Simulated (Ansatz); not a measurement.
**What a change does: single-point calculation on CsPbCl3**

System: CsPbCl3 (Pm-3m, 5 atoms in the cell).
Method of the first run: Kohn-Sham DFT of a periodic cell, HSE06, Ansatz PAW, no spin polarisation (Ansatz 0.2.0).

The structure derives from an entry of the Crystallography Open Database. Text and figures count atoms from 1; the logs count them from 0 in places.

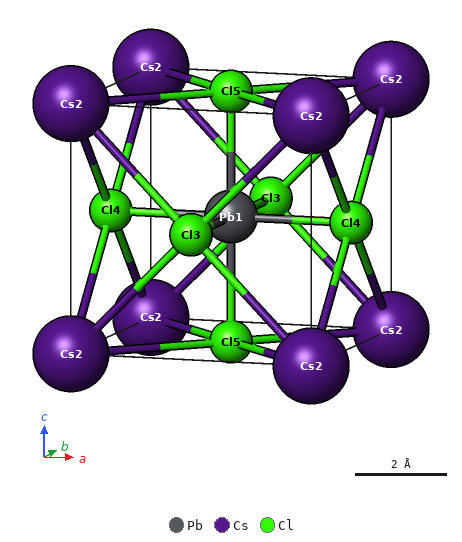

The structure as given in the input (ball-and-stick view of the cell of the calculation, seen slightly off an axis; atoms are numbered from 1 in the order of the input).

Input file, the first run:
```yaml
crystal:
  lattice:
    - [5.605, 0.0, 0.0]
    - [0.0, 5.605, 0.0]
    - [0.0, 0.0, 5.605]
  atoms:
    - { symbol: Pb, position: [0.5, 0.5, 0.5] }
    - { symbol: Cs, position: [0.0, 0.0, 0.0] }
    - { symbol: Cl, position: [0.5, 0.0, 0.5] }
    - { symbol: Cl, position: [0.0, 0.5, 0.5] }
    - { symbol: Cl, position: [0.5, 0.5, 0.0] }
hamiltonian:
  xc: hse06
  pseudopotentials: { kind: paw }
kpoints:
  mp_grid: { grid: [3, 3, 3] }
scf:
  occupations: { method: fermi_dirac, width: 0.05 }
output:
  forces: true
  stress: true
  eigenvalues: true
```

Command:
```bash
ansatz run input.yaml --threads 2 --pin off --max-ram 5632MiB --backend cpu --events-out ev --progress --plain --runs-dir out
```

Hardware: 2 threads of Arm Neoverse V1, 24 GiB of memory available, shared host.

Output, shortened to warnings, some set-up lines, iterations and results (the first run):
```
Warning: output.stress: scf.convergence.dr2_threshold = 1e-7 eV (the SCF's general default) is looser than the 5e-10 eV advised for a printed stress (1e-10 eV for each atom of the cell: 5). What an SCF threshold leaves in a stress goes as its square root, and in the free energy as the threshold itself, and one threshold admits the most on a small cell: of the crystals measured, under no hybrid …
Warning: output.stress: scf.exx.energy_threshold = 1e-6 eV is looser than the 5e-8 eV advised for a stress under a hybrid functional (1e-8 eV for each atom of the cell: 5). Every SCF of the exchange loop can meet its threshold on dr2 while the loop round them stops early: no threshold on dr2 bounds what that leaves in the stress. Set scf.exx.energy_threshold to 5e-8 eV or tighter. The threshold …
Basis set: ecut = 420 eV, 3407 PW (Γ), exchange–correlation on 80×80×80 points (8 copies of the dense FFT grid, shifted against one another)
Symmetry: 48 space group operations
k-points: 4 of 27
Initial density: superposition of atomic densities (neutral atoms: chi_scale 0, normalization atom), corrected by the library's trained network
[...]
SCF iter   1: F=—  HF=-20823.368080 eV  |F-HF|=—  |Δ(HF+E_count)|=         —  Δρ=1.52e-3  dr2=3.52e-3  ethr=1.77e-3  ⟨swp⟩=19.2  Hψ=526  notcnv=3
SCF iter   2: F=-20823.369599 eV  HF=-20823.369714 eV  |F-HF|=1.15e-4  |Δ(HF+E_count)|=   1.63e-3  Δρ=5.63e-4  dr2=3.59e-4  ethr=8.00e-6  ⟨swp⟩=5.8  Hψ=390  notcnv=0  defer=7
SCF 1 stopped early in 2 iterations: F = -20823.369599 eV  dr2 = 3.59e-4
SCF iter   1: F=—  HF=-20834.065239 eV  |F-HF|=—  |Δ(HF+E_count)|=         —  Δρ=3.77e-3  dr2=2.15e-2  ethr=8.16e-6  ⟨swp⟩=10.8  Hψ=524  notcnv=0
SCF iter   2: F=—  HF=-20834.058160 eV  |F-HF|=—  |Δ(HF+E_count)|=   7.08e-3  Δρ=1.47e-3  dr2=2.97e-3  ethr=8.16e-6  ⟨swp⟩=3.5  Hψ=269  notcnv=0
SCF iter   3: F=—  HF=-20834.064715 eV  |F-HF|=—  |Δ(HF+E_count)|=   6.56e-3  Δρ=6.00e-4  dr2=7.17e-4  ethr=4.94e-6  ⟨swp⟩=4.5  Hψ=265  notcnv=0  defer=1
SCF iter   4: F=—  HF=-20834.064496 eV  |F-HF|=—  |Δ(HF+E_count)|=   2.20e-4  Δρ=7.35e-5  dr2=1.55e-5  ethr=1.41e-8  ⟨swp⟩=4.8  Hψ=551  notcnv=0  defer=1
SCF iter   5: F=-20834.064561 eV  HF=-20834.064565 eV  |F-HF|=3.70e-6  |Δ(HF+E_count)|=   6.94e-5  Δρ=4.68e-5  dr2=6.11e-6  ethr=1.41e-8  ⟨swp⟩=5.0  Hψ=326  notcnv=0  defer=1
SCF 2 stopped early in 5 iterations: F = -20834.064561 eV  dr2 = 6.11e-6
SCF iter   1: F=—  HF=-20834.064427 eV  |F-HF|=—  |Δ(HF+E_count)|=         —  Δρ=2.03e-5  dr2=4.50e-7  ethr=3.40e-7  ⟨swp⟩=6.8  Hψ=275  notcnv=0
SCF iter   2: F=—  HF=-20834.064427 eV  |F-HF|=—  |Δ(HF+E_count)|=   7.69e-7  Δρ=1.10e-5  dr2=2.57e-7  ethr=8.87e-10  ⟨swp⟩=5.0  Hψ=358  notcnv=0  defer=1
SCF iter   3: F=—  HF=-20834.064427 eV  |F-HF|=—  |Δ(HF+E_count)|=   7.50e-8  Δρ=4.47e-6  dr2=1.30e-8  ethr=5.41e-10  ⟨swp⟩=4.0  Hψ=251  notcnv=0
SCF iter   4: F=-20834.064427 eV  HF=-20834.064427 eV  |F-HF|=9.75e-10  |Δ(HF+E_count)|=   2.56e-9  Δρ=1.58e-6  dr2=2.76e-9  ethr=2.60e-11  ⟨swp⟩=5.0  Hψ=283  notcnv=0  …
SCF 3 converged in 4 iterations: F = -20834.064427 eV  dr2 = 2.76e-9
  Residual-converged pass: ⟨swp⟩=3.0  Hψ=233  notcnv=0  max |occ|·‖R‖ = 2.3e-6 eV (tolerance 2.4e-6 eV)  dr2=2.76e-9  dr2_onsite=2.89e-10  max |Δocc| = 0.0e0
hybrid outer 2: dexx = +4.035e-7 eV, tail = 1.11e-8 eV, Δε = 3.34e-3 eV (about 8.96e-5 eV left of the loop's levels)
hybrid SCF converged: 2 outer / 9 inner (+2 warm-up), last move |dexx| = 4.03e-7 eV, tail = 1.11e-8 eV
Stability not checked: this state was not tested for a lower state beside it, because the functional holds exact exchange (a hybrid, or Hartree-Fock), whose exchange loop this test does not read (fock_operator; see scf.lower_state_search)
Free energy (F): -20834.064427 eV
Frozen-core exchange: fock
Harris-Foulkes:  -20834.064427 eV  (|F-HF|=9.75e-10)
Internal energy: -20834.064427 eV  (E = F + TS)
E sigma→0 (E₀):  -20834.064427 eV
Fermi energy:    4.854825 eV
--- Per-component energies (eV) ---
  E_band       = -298.160531
  E_kinetic    = 912.344960
  E_local      = -2667.328646  (includes V_loc(G=0)·N_el)
  E_nonlocal   = 465.350050
  E_hartree    = 1013.010584
  E_xc         = -575.020668
  E_vxc        = -500.859154  (∫ρ·V_xc dr)
  E_exx        = -93.438937  (= α·E_x^exact, valence–valence)
  E_paw        = -17508.622444  (= ΣΔE_a)
  E_vpaw       = -346.811430  (= ΣTr[D̂ρ^β])
  E_aug_tail   = 0.000317  (compensation charges beyond the density's cutoff)
  E_ewald      = -2380.199303
  E_core_change = -0.160339  (= ΣΔE_core)
  E_smearing   = -0.000000  (= −TS)
  E_closure    = -0.000002  (closes the sum)
  Σ components = -20834.064427   (vs F -20834.064427, Δ=0.00e0)
--- Forces (eV/Å), atoms counted from 1 ---
  atom   1  Pb     0.00000000     0.00000000     0.00000000
  atom   2  Cs    -0.00000000     0.00000000    -0.00000000
  atom   3  Cl    -0.00000000     0.00000000     0.00000000
  atom   4  Cl     0.00000000     0.00000000     0.00000000
  atom   5  Cl    -0.00000000     0.00000000     0.00000000
  max |Σ_I F_I| component: 1.69e-29 eV/Å
--- Stress (GPa, compression-positive) ---
        1.051320       0.000000       0.000000
        0.000000       1.051320       0.000000
        0.000000       0.000000       1.051320
  P = ⅓ Tr σ = 1.0513 GPa (10.513 kbar)
```

For the second run the input was changed thus:
```diff
-  xc: hse06
+  xc: b3lyp
+  write_density: true
+  write_potential: true
+  elf: true
+  volumetric_format: npy
```

What does this change do to the results?

The total energies belong to different methods, so their difference says nothing on which is more stable or more accurate. The gap on the mesh goes from 5.05 to 5.50 eV. The pressure goes from 1.05 to 2.30 GPa. The functional changes from HSE06 to b3lyp. The number of SCF iterations is the same.

Output, shortened to warnings, some set-up lines, iterations and results (the second run):
```
Warning: output.stress: scf.convergence.dr2_threshold = 1e-7 eV (the SCF's general default) is looser than the 5e-10 eV advised for a printed stress (1e-10 eV for each atom of the cell: 5). What an SCF threshold leaves in a stress goes as its square root, and in the free energy as the threshold itself, and one threshold admits the most on a small cell: of the crystals measured, under no hybrid …
Warning: output.stress: scf.exx.energy_threshold = 1e-6 eV is looser than the 5e-8 eV advised for a stress under a hybrid functional (1e-8 eV for each atom of the cell: 5). Every SCF of the exchange loop can meet its threshold on dr2 while the loop round them stops early: no threshold on dr2 bounds what that leaves in the stress. Set scf.exx.energy_threshold to 5e-8 eV or tighter. The threshold …
Basis set: ecut = 420 eV, 3407 PW (Γ), exchange–correlation on 80×80×80 points (8 copies of the dense FFT grid, shifted against one another)
Symmetry: 48 space group operations
k-points: 4 of 27
Initial density: superposition of atomic densities (neutral atoms: chi_scale 0, normalization atom), corrected by the library's trained network
[...]
SCF iter   1: F=—  HF=-20863.651587 eV  |F-HF|=—  |Δ(HF+E_count)|=         —  Δρ=3.64e-3  dr2=1.85e-2  ethr=1.77e-3  ⟨swp⟩=19.2  Hψ=524  notcnv=4
SCF iter   2: F=-20863.646838 eV  HF=-20863.647711 eV  |F-HF|=8.73e-4  |Δ(HF+E_count)|=   3.88e-3  Δρ=1.10e-3  dr2=1.67e-3  ethr=3.75e-6  ⟨swp⟩=4.2  Hψ=566  notcnv=0  defer=4
SCF 1 stopped early in 2 iterations: F = -20863.646838 eV  dr2 = 1.67e-3
SCF iter   1: F=—  HF=-20871.201960 eV  |F-HF|=—  |Δ(HF+E_count)|=         —  Δρ=2.23e-3  dr2=7.48e-3  ethr=3.79e-5  ⟨swp⟩=8.0  Hψ=436  notcnv=0
SCF iter   2: F=—  HF=-20871.199262 eV  |F-HF|=—  |Δ(HF+E_count)|=   2.70e-3  Δρ=7.62e-4  dr2=1.65e-3  ethr=1.54e-5  ⟨swp⟩=3.0  Hψ=217  notcnv=0
SCF iter   3: F=—  HF=-20871.205568 eV  |F-HF|=—  |Δ(HF+E_count)|=   6.31e-3  Δρ=4.52e-4  dr2=4.78e-4  ethr=1.63e-6  ⟨swp⟩=4.5  Hψ=307  notcnv=0
SCF iter   4: F=—  HF=-20871.205403 eV  |F-HF|=—  |Δ(HF+E_count)|=   1.65e-4  Δρ=1.02e-4  dr2=2.90e-5  ethr=9.88e-7  ⟨swp⟩=3.5  Hψ=241  notcnv=0
SCF iter   5: F=—  HF=-20871.205485 eV  |F-HF|=—  |Δ(HF+E_count)|=   8.17e-5  Δρ=6.88e-5  dr2=8.74e-6  ethr=3.71e-8  ⟨swp⟩=5.0  Hψ=302  notcnv=0
SCF iter   6: F=-20871.205480 eV  HF=-20871.205483 eV  |F-HF|=2.55e-6  |Δ(HF+E_count)|=   2.48e-6  Δρ=1.62e-5  dr2=1.19e-6  ethr=1.78e-8  ⟨swp⟩=3.5  Hψ=214  notcnv=0
SCF 2 stopped early in 6 iterations: F = -20871.205480 eV  dr2 = 1.19e-6
SCF iter   1: F=—  HF=-20871.205428 eV  |F-HF|=—  |Δ(HF+E_count)|=         —  Δρ=2.01e-5  dr2=5.41e-7  ethr=1.30e-7  ⟨swp⟩=8.2  Hψ=304  notcnv=0
SCF iter   2: F=—  HF=-20871.205428 eV  |F-HF|=—  |Δ(HF+E_count)|=   9.51e-8  Δρ=7.08e-6  dr2=4.13e-8  ethr=1.18e-9  ⟨swp⟩=4.0  Hψ=273  notcnv=0
SCF iter   3: F=-20871.205428 eV  HF=-20871.205428 eV  |F-HF|=5.64e-9  |Δ(HF+E_count)|=   7.80e-8  Δρ=2.30e-6  dr2=7.49e-9  ethr=5.85e-11  ⟨swp⟩=5.5  Hψ=346  notcnv=0  defer=4
SCF 3 converged in 3 iterations: F = -20871.205428 eV  dr2 = 7.49e-9
  Residual-converged pass: ⟨swp⟩=3.0  Hψ=247  notcnv=0  max |occ|·‖R‖ = 2.1e-6 eV (tolerance 2.4e-6 eV)  dr2=7.50e-9  dr2_onsite=1.67e-9  max |Δocc| = 0.0e0
hybrid outer 2: dexx = +9.829e-8 eV, tail = 2.06e-8 eV, Δε = 2.12e-3 eV (about 1.12e-4 eV left of the loop's levels)
hybrid SCF converged: 2 outer / 9 inner (+2 warm-up), last move |dexx| = 9.83e-8 eV, tail = 2.06e-8 eV
Stability not checked: this state was not tested for a lower state beside it, because the functional holds exact exchange (a hybrid, or Hartree-Fock), whose exchange loop this test does not read (fock_operator; see scf.lower_state_search)
Free energy (F): -20871.205428 eV
Frozen-core exchange: fock
Harris-Foulkes:  -20871.205428 eV  (|F-HF|=5.64e-9)
Internal energy: -20871.205428 eV  (E = F + TS)
E sigma→0 (E₀):  -20871.205428 eV
Fermi energy:    4.953376 eV
--- Per-component energies (eV) ---
  E_band       = -295.264415
  E_kinetic    = 915.150535
  E_local      = -2672.190127  (includes V_loc(G=0)·N_el)
  E_nonlocal   = 467.489713
  E_hartree    = 1012.914248
  E_xc         = -586.938416
  E_vxc        = -508.562730  (∫ρ·V_xc dr)
  E_exx        = -89.272551  (= α·E_x^exact, valence–valence)
  E_paw        = -17538.126349  (= ΣΔE_a)
  E_vpaw       = -344.439350  (= ΣTr[D̂ρ^β])
  E_aug_tail   = 0.000330  (compensation charges beyond the density's cutoff)
  E_ewald      = -2380.199303
  E_core_change = -0.033507  (= ΣΔE_core)
  E_smearing   = -0.000000  (= −TS)
  E_closure    = 0.000000  (closes the sum)
  Σ components = -20871.205428   (vs F -20871.205428, Δ=0.00e0)
--- Forces (eV/Å), atoms counted from 1 ---
  atom   1  Pb     0.00000000     0.00000000     0.00000000
  atom   2  Cs    -0.00000000     0.00000000    -0.00000000
  atom   3  Cl    -0.00000000    -0.00000000     0.00000000
  atom   4  Cl     0.00000000    -0.00000000     0.00000000
  atom   5  Cl     0.00000000    -0.00000000     0.00000000
  max |Σ_I F_I| component: 7.00e-29 eV/Å
--- Stress (GPa, compression-positive) ---
        2.298448       0.000000       0.000000
        0.000000       2.298448       0.000000
       -0.000000       0.000000       2.298448
  P = ⅓ Tr σ = 2.2984 GPa (22.984 kbar)
```

The two runs side by side:

| quantity | the first run | the second run |
| --- | --- | --- |
| outcome | converged | converged |
| free energy per atom (eV) | −4166.8129 | −4174.2411 |
| gap on the mesh (eV) | 5.05 | 5.50 |
| pressure (GPa) | 1.05 | 2.30 |
| largest force (eV/Å) | 0.000 | 0.000 |
| SCF iterations | 11 | 11 |
| irreducible k-points | 4 | 4 |
| plane waves at Γ | 3407 | 3407 |
| wall time (shared host) | 26 s | 26 s |

For both runs: Warnings: the exchange loop's threshold is looser than advised for the stress; the SCF threshold is looser than advised for the printed stress. Spin–orbit coupling is left out, which matters for Pb. For the second run: Points of doubt noted for this run: forces on files of another functional.
